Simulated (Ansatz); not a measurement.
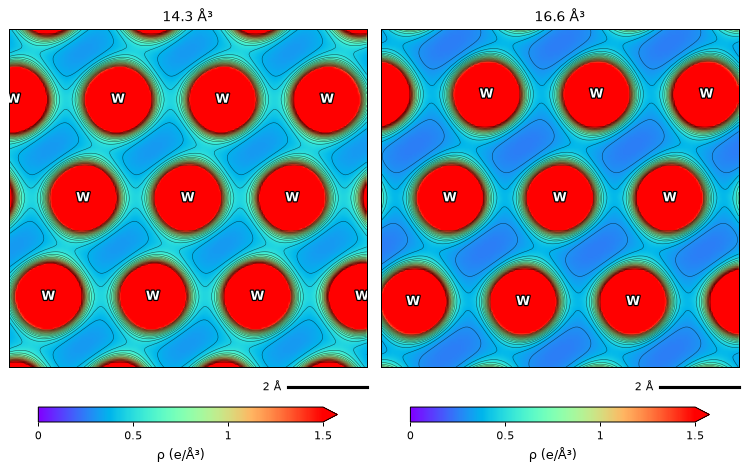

W. The valence electron density of cells scaled evenly to different volumes (given per atom above each panel), on the (11̄0) plane of each (indices in the axes of the cell below), at one length scale and on one colour scale.

The calculation used Ansatz, DFT PBEsol, scalar-relativistic, plane waves, PAW.

The density is the valence pseudo-density of a PAW calculation; it isn't the true density close to the nuclei.

The largest cell:

```
CELL_PARAMETERS angstrom
-1.60811 1.60811 1.60811
1.60811 -1.60811 1.60811
1.60811 1.60811 -1.60811
ATOMIC_POSITIONS crystal
W 0.00000 0.00000 0.00000
```

| volume (Å³/atom) | W–W contact in the plane (Å) | ρ at its midpoint (e/Å³) | pressure (GPa) | 
| --- | --- | --- | --- |
| 14.28 | 2.647 | 0.477 | 37.1 | 
| 14.75 | 2.676 | ? | ? | 
| 16.63 | 2.785 | 0.391 | −16.8 | 

What values belong in the row with question marks?

Answer. Over the known rows ln ρ falls by 1.44 per Å of W–W distance (the line through the two), which gives 0.457 e/Å³ at 2.676 Å; the calculation gives 0.457 e/Å³. For the pressure, a straight line in volume between the neighbouring rows gives 26.3 GPa; the calculation gives 22.9, lower because pressure rises ever faster on compression.
